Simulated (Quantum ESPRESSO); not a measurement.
**MgO (Periclase): modes at Γ and the response to a field**

Aim: the zone-centre modes of MgO (Periclase).

Main program and level: Quantum ESPRESSO 7.5; DFT PBE, scalar-relativistic, plane waves, PseudoDojo norm-conserving pseudopotentials.

**Measured values to reproduce.**

For MgO, rocksalt (bulk crystal), “Infrared Optical Properties of Ferropericlase (Mg1-xFexO): Experiment and Theory” (2007, arxiv:0704.2267) quotes earlier work: lattice constant a (cubic lattice constant) 4.212 Å [literature value, temperature not stated]; ε∞ (high-frequency dielectric constant) 2.95 ± 0.1 at 295 K; infrared mode (TO phonon at Gamma (T1u)) 396.5 cm⁻¹ at 295 K.

The database entry behind the starting cell differs from later determinations by our own check (about 0.1 % long), so it need not match the best structure at ambient conditions.

### 1. Starting point

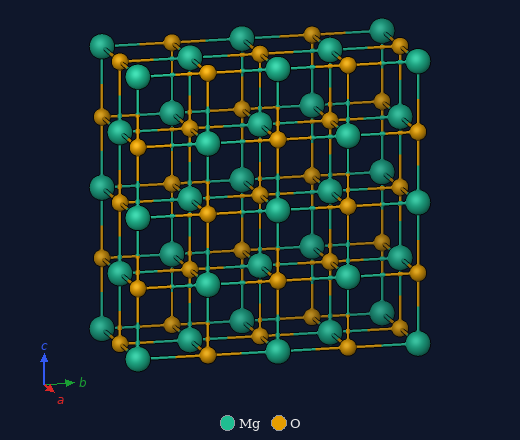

The starting structure, seen slightly off an axis (magnesium teal, oxygen orange). 1×2×2 cells are drawn. This picture shows the conventional cell, with its axes. Some periodic images of atoms are drawn too.

Coordinates:

```
Mg O
1.0
    -2.10850    0.00000    2.10850
     0.00000    2.10850    2.10850
    -2.10850    2.10850    0.00000
Mg O
1 1
Cartesian
  0.0000 0.0000 0.0000
  -2.1085 2.1085 2.1085
```

### 2. A probe with smearing

A cheap run with smearing and empty bands tells whether the crystal has a gap, which decides between fixed occupations and smearing later on.

probe.in reads:

```
&control
   calculation = 'scf'
   prefix = 'x'
   outdir = './tmp'
   pseudo_dir = './pseudo'
   tprnfor = .true.
   tstress = .true.
   verbosity = 'high'
/
&system
   ibrav = 2
   celldm(1) = 7.96897507
   nat = 2
   ntyp = 2
   ecutwfc = 92.0
   occupations = 'smearing'
   smearing = 'gaussian'
   degauss = 0.01
/
&electrons
   conv_thr = 1.0d-07
   mixing_beta = 0.7
   electron_maxstep = 100
/
ATOMIC_SPECIES
 Mg     24.3050  Mg.upf
 O      15.9990  O.upf
ATOMIC_POSITIONS crystal
 Mg     0.000000000   0.000000000   0.000000000
 O      0.500000000   0.500000000   0.500000000
K_POINTS automatic
 8 8 8 0 0 0
```

Command:

```sh
OMP_NUM_THREADS=1 mpirun -n 4 pw.x -nk 4 -in probe.in > probe.out
```

Log:

```text
[banners, grids, parts of the stress and lines that vanish by symmetry left out]
Program PWSCF v.7.5
     bravais-lattice index     =            2
     lattice parameter (alat)  =       7.9690  a.u.
[...]
kinetic-energy cutoff     =      92.0000  Ry
     charge density cutoff     =     368.0000  Ry
     scf convergence threshold =      1.0E-07
[...]
Exchange-correlation= PBE
                           (   1   4   3   4   0   0   0)
[...]
48 Sym. Ops., with inversion, found
[...]
(     0          1          0      )
                  (     0          0          1      )
[...]
(  0.0000000  1.0000000  0.0000000 )
                  (  0.0000000  0.0000000  1.0000000 )
[...]
(     1          0         -1      )
                  (     0          0         -1      )
[...]
(  0.0000000 -1.0000000  0.0000000 )
[...]
(     0          1         -1      )
                  (     0          1          0      )
[...]
( -1.0000000  0.0000000  0.0000000 )
                  (  0.0000000  1.0000000  0.0000000 )
[...]
number of k points=    29  Gaussian smearing, width (Ry)=  0.0100
[...]
End of self-consistent calculation
[...]
the Fermi energy is    10.6747 ev
!    total energy              =    -152.10220257 Ry
[...]
convergence has been achieved in   7 iterations
[...]
atom    1 type  1   force =    -0.00000000   -0.00000000    0.00000000
     atom    2 type  2   force =    -0.00000000   -0.00000000    0.00000000
[...]
Total force =     0.000000     Total SCF correction =     0.000000
[...]
total   stress  (Ry/bohr**3)                   (kbar)     P=       39.61
[...]
XML data file, charge density, pseudopotentials, collected wavefunctions

   JOB DONE.
```

Elapsed: 2.9 s, on 4 MPI ranks of Intel Xeon Platinum 8488C (Sapphire Rapids), shared host; 11 s of CPU time.

Numbers from this step:

* volume per atom: 9.374 Å³
* pressure: 3.961 GPa
* gap on the k-mesh: 4.733 eV

A gap of 4.7 eV opens on this mesh, so the crystal is taken as an insulator; the start stands at 4.0 GPa.

### 3. Relaxing the cell and atoms

The relaxation runs at a cutoff a fifth above that of the response, since stress converges more slowly with the basis than frequencies do. Forces and stress are brought to rest with tight thresholds.

relax.in reads:

```
&control
   calculation = 'vc-relax'
   prefix = 'x'
   outdir = './tmp'
   pseudo_dir = './pseudo'
   tprnfor = .true.
   tstress = .true.
   forc_conv_thr = 2.0d-05
   etot_conv_thr = 1.0d-07
   nstep = 40
/
&system
   ibrav = 2
   celldm(1) = 7.96897507
   nat = 2
   ntyp = 2
   ecutwfc = 110
   occupations = 'fixed'
   nbnd = 10
/
&electrons
   conv_thr = 1.0d-11
   mixing_beta = 0.7
   electron_maxstep = 100
/
&ions
/
&cell
   press_conv_thr = 0.2
/
ATOMIC_SPECIES
 Mg     24.3050  Mg.upf
 O      15.9990  O.upf
ATOMIC_POSITIONS crystal
 Mg     0.000000000   0.000000000   0.000000000
 O      0.500000000   0.500000000   0.500000000
K_POINTS automatic
 10 10 10 0 0 0
```

Command:

```sh
OMP_NUM_THREADS=1 mpirun -n 4 pw.x -nk 4 -in relax.in > relax.out
```

Log:

```text
[banners, grids, parts of the stress and lines that vanish by symmetry left out]
[banner, memory and clock lines left out]
Program PWSCF v.7.5

[...]
kinetic-energy cutoff     =     110.0000  Ry
     charge density cutoff     =     440.0000  Ry
     scf convergence threshold =      1.0E-11
[...]
energy convergence thresh.=      1.0E-07
     force convergence thresh. =      2.0E-05
     press convergence thresh. =      2.0E-01
     Exchange-correlation= PBE
                           (   1   4   3   4   0   0   0)
[...]
48 Sym. Ops., with inversion, found
[...]
number of k points=    47
[...]
End of self-consistent calculation
[...]
highest occupied, lowest unoccupied level (ev):     8.0107   12.7438
!    total energy              =    -152.10223018 Ry
[...]
convergence has been achieved in  12 iterations
[...]
atom    1 type  1   force =     0.00000000    0.00000000    0.00000000
     atom    2 type  2   force =    -0.00000000    0.00000000   -0.00000000
     Total force =     0.000000     Total SCF correction =     0.000000
[...]
total   stress  (Ry/bohr**3)                   (kbar)     P=       40.03
[...]
number of bfgs steps    =   0
[...]
CELL_PARAMETERS (alat=  7.96897507)
[...]
ATOMIC_POSITIONS (crystal)
Mg               0.0000000000        0.0000000000        0.0000000000
O                0.5000000000        0.5000000000        0.5000000000
[...]
New effective cutoffs (rho, wfc):  433.60  108.50
[...]
End of self-consistent calculation
[...]
highest occupied, lowest unoccupied level (ev):     7.7643   12.3016
!    total energy              =    -152.10264776 Ry
[...]
convergence has been achieved in   7 iterations
[...]
atom    1 type  1   force =     0.00000000   -0.00000000   -0.00000000
     atom    2 type  2   force =    -0.00000000    0.00000000    0.00000000
     Total force =     0.000000     Total SCF correction =     0.000000
[...]
total   stress  (Ry/bohr**3)                   (kbar)     P=        7.76
[...]
number of bfgs steps    =   1
[...]
CELL_PARAMETERS (alat=  7.96897507)
[...]
ATOMIC_POSITIONS (crystal)
Mg              -0.0000000000       -0.0000000000       -0.0000000000
O                0.5000000000        0.5000000000        0.5000000000
[...]
New effective cutoffs (rho, wfc):  432.16  108.14
[...]
End of self-consistent calculation
[...]
highest occupied, lowest unoccupied level (ev):     7.7050   12.1954
!    total energy              =    -152.10266527 Ry
[...]
convergence has been achieved in   7 iterations
[...]
atom    1 type  1   force =     0.00000000    0.00000000    0.00000000
     atom    2 type  2   force =     0.00000000    0.00000000    0.00000000
     Total force =     0.000000     Total SCF correction =     0.000000
[...]
total   stress  (Ry/bohr**3)                   (kbar)     P=        0.30
[...]
number of bfgs steps    =   2
[...]
CELL_PARAMETERS (alat=  7.96897507)
[...]
ATOMIC_POSITIONS (crystal)
Mg              -0.0000000000       -0.0000000000       -0.0000000000
O                0.5000000000        0.5000000000        0.5000000000
[...]
New effective cutoffs (rho, wfc):  432.11  108.12
[...]
End of self-consistent calculation
[...]
highest occupied, lowest unoccupied level (ev):     7.7027   12.1912
!    total energy              =    -152.10266530 Ry
[...]
convergence has been achieved in   5 iterations
[...]
atom    1 type  1   force =     0.00000000    0.00000000    0.00000000
     atom    2 type  2   force =    -0.00000000   -0.00000000   -0.00000000
     Total force =     0.000000     Total SCF correction =     0.000000
[...]
total   stress  (Ry/bohr**3)                   (kbar)     P=        0.00
[...]
bfgs converged in   4 scf cycles and   3 bfgs steps
[...]
End of BFGS Geometry Optimization
     Final enthalpy           =    -152.1026652985 Ry
     File ./tmp/x.bfgs deleted, as requested
[...]
CELL_PARAMETERS (alat=  7.96897507)
[...]
ATOMIC_POSITIONS (crystal)
Mg              -0.0000000000       -0.0000000000       -0.0000000000
O                0.5000000000        0.5000000000        0.5000000000
[...]
Final scf calculation at the relaxed structure.
[...]
kinetic-energy cutoff     =     110.0000  Ry
     charge density cutoff     =     440.0000  Ry
     scf convergence threshold =      1.0E-13
[...]
press convergence thresh. =      2.0E-01
     Exchange-correlation= PBE
                           (   1   4   3   4   0   0   0)
[...]
48 Sym. Ops., with inversion, found
[...]
number of k points=    47
[...]
End of self-consistent calculation
[...]
highest occupied, lowest unoccupied level (ev):     7.7027   12.1912
!    total energy              =    -152.10266646 Ry
[...]
convergence has been achieved in  15 iterations
[...]
atom    1 type  1   force =     0.00000000    0.00000000   -0.00000000
     atom    2 type  2   force =    -0.00000000   -0.00000000    0.00000000
     Total force =     0.000000     Total SCF correction =     0.000000
[...]
total   stress  (Ry/bohr**3)                   (kbar)     P=       -0.00
[...]
XML data file, charge density, pseudopotentials, collected wavefunctions
```

It took 19 s on 4 MPI ranks; 75 s of CPU time.

The steps of the relaxation:

```csv
step,energy less that of the first step (eV),largest force (eV/Å),pressure (GPa),volume (Å³)
1,0.0000,0.0000,4.00,18.75
2,-0.0057,0.0000,0.78,19.13
3,-0.0059,0.0000,0.03,19.23
4,-0.0059,0.0000,0.00,19.23
5,-0.0059,0.0000,0.00,19.23
```

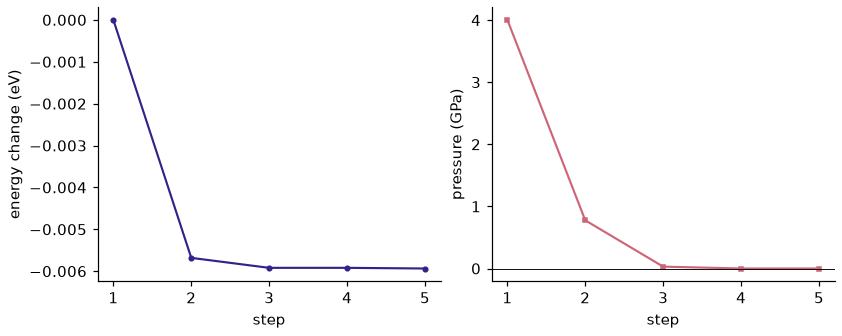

Energy and pressure along the relaxation.

| conventional cell, symmetrised | before | after | change |
| --- | --- | --- | --- |
| a (Å) | 4.217 | 4.253 | +0.9 % |
| b (Å) | 4.217 | 4.253 | +0.9 % |
| c (Å) | 4.217 | 4.253 | +0.9 % |
| volume (Å³/atom) | 9.37 | 9.62 | +2.6 % |

Final coordinates:

```xyz
2
Lattice="-2.1265 0.0000 2.1265 0.0000 2.1265 2.1265 -2.1265 2.1265 0.0000" Properties=species:S:1:pos:R:3 pbc="T T T"
Mg    0.0000    0.0000    0.0000
O    -2.1265    2.1265    2.1265
```

The last row of the table of steps is pw.x's closing run on a basis chosen anew for the final cell, so its energy can jump.

Read from the output:

| Quantity | Value |
| --- | --- |
| volume per atom | 9.616 Å³ |
| pressure | 0 GPa |
| gap on the k-mesh | 4.489 eV |

The volume changes by +2.6 % from the cell with which this run began.

### 4. Ground state

Perturbation theory inherits every error of the wavefunctions, so the threshold is set near the limit of the arithmetic. With a gap, occupations are fixed, which also allows the response to an electric field.

scf.in reads:

```
&control
   calculation = 'scf'
   prefix = 'x'
   outdir = './tmp'
   pseudo_dir = './pseudo'
   tprnfor = .true.
   tstress = .true.
/
&system
   ibrav = 2
   celldm(1) = 8.03698857
   nat = 2
   ntyp = 2
   ecutwfc = 92.0
   occupations = 'fixed'
   nbnd = 10
/
&electrons
   conv_thr = 1.0d-12
   mixing_beta = 0.7
   electron_maxstep = 100
/
ATOMIC_SPECIES
 Mg     24.3050  Mg.upf
 O      15.9990  O.upf
ATOMIC_POSITIONS crystal
 Mg     0.000000000   0.000000000   0.000000000
 O      0.500000000   0.500000000   0.500000000
K_POINTS automatic
 12 12 12 0 0 0
```

Command:

```sh
OMP_NUM_THREADS=1 mpirun -n 4 pw.x -nk 4 -in scf.in > scf.out
```

Log:

```text
[banners, grids, parts of the stress and lines that vanish by symmetry left out]
[banner, memory and clock lines left out]
Program PWSCF v.7.5

[...]
kinetic-energy cutoff     =      92.0000  Ry
     charge density cutoff     =     368.0000  Ry
     scf convergence threshold =      1.0E-12
[...]
Exchange-correlation= PBE
                           (   1   4   3   4   0   0   0)
[...]
48 Sym. Ops., with inversion, found
[...]
number of k points=    72
[...]
End of self-consistent calculation
[...]
highest occupied, lowest unoccupied level (ev):     7.7028   12.1914
!    total energy              =    -152.10264103 Ry
[...]
convergence has been achieved in  16 iterations
[...]
atom    1 type  1   force =     0.00000000    0.00000000   -0.00000000
     atom    2 type  2   force =     0.00000000    0.00000000    0.00000000
     Total force =     0.000000     Total SCF correction =     0.000000
[...]
total   stress  (Ry/bohr**3)                   (kbar)     P=       -0.12
[...]
XML data file, charge density, pseudopotentials, collected wavefunctions
```

It took 7.3 s on 4 MPI ranks.

Read from the output:

- pressure: -0.01200 GPa

The cell stands at -0.012 GPa, close enough for phonons.

(Continued in part 2 of 5.)

[Host names and launcher messages were left out of these logs when they were recorded.]

[Logs are printed without paths, hosts, clocks, repeated set-up lines and the standing remarks that a program may print on its own settings, such as how far it seeks lower states.]

[Hosts, paths, dates, database ids (printed as entryN), source tags and the programs' standing remarks are cut or masked in the printed files.]
